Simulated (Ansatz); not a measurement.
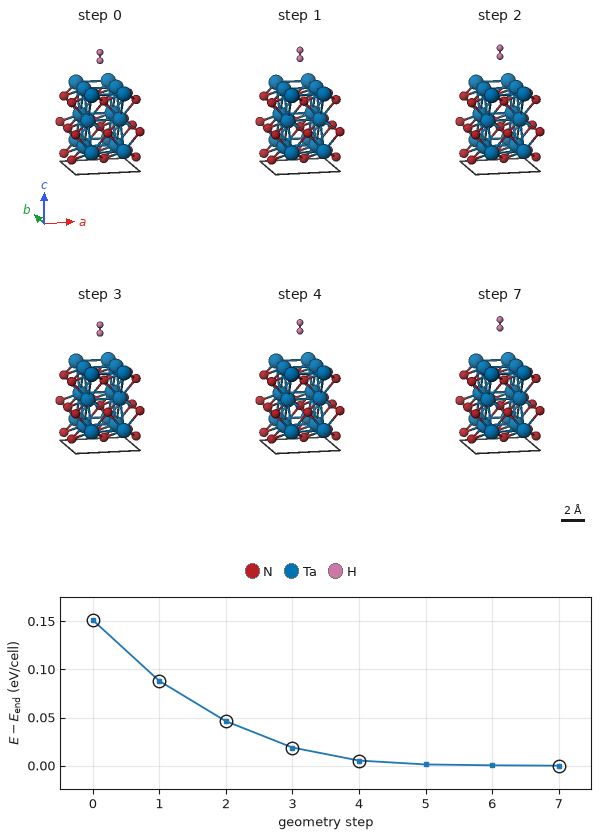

Frames of a constrained relaxation of a slab of composition Ta6HN6 (cut from the P-6m2 phase), marked on the history of the run. The picture is a ball-and-stick view of the cell of the calculation, outlined in the plane, without the vacuum (origin shifted), seen slightly off an axis.

Case: 1 H2 a cell, upright, over a hollow Ta-Ta site. The slab is the (1 0 0) face of TaN with H2 on it. 12 atoms are held fixed.

Theory: DFT PBE+D3(BJ), scalar-relativistic, plane waves, PAW in Ansatz 0.2.0. Settings: plane-wave cutoff 420 eV; k-point mesh 3 × 3 × 1; occupations gaussian; smearing width 0.1 eV; no spin polarisation; dipole correction; atoms relaxed in a fixed cell; force threshold 0.04 eV/Å; at most 100 steps.

Describe the path.

Answer. Over 7 geometry steps the energy falls by 0.151 eV per cell of the calculation. The largest force component goes from 0.53 to 0.012 eV/Å. The largest moves, 1.04 Å, are those of H atoms. N and Ta stay in place. The cell doesn't change. The run took 2.1 min on 4 threads of Arm Neoverse V2 (shared host), peak memory 2.1 GiB. From step 0 to 1: an H atom moves most (0.20 Å), energy −63.3 meV per cell of the calculation. From step 1 to 2: H atoms move most (0.19 Å), energy −41.8 meV per cell of the calculation. From step 2 to 3: H atoms move most (0.19 Å), energy −27.3 meV per cell of the calculation. From step 3 to 4: H atoms move most (0.20 Å), energy −13.5 meV per cell of the calculation. From step 4 to 7: H atoms move most (0.26 Å), energy −5.3 meV per cell of the calculation.

Limits of the set-up: the periodic images lie only 5.8 Å apart, so the values are limited by the cell's size.
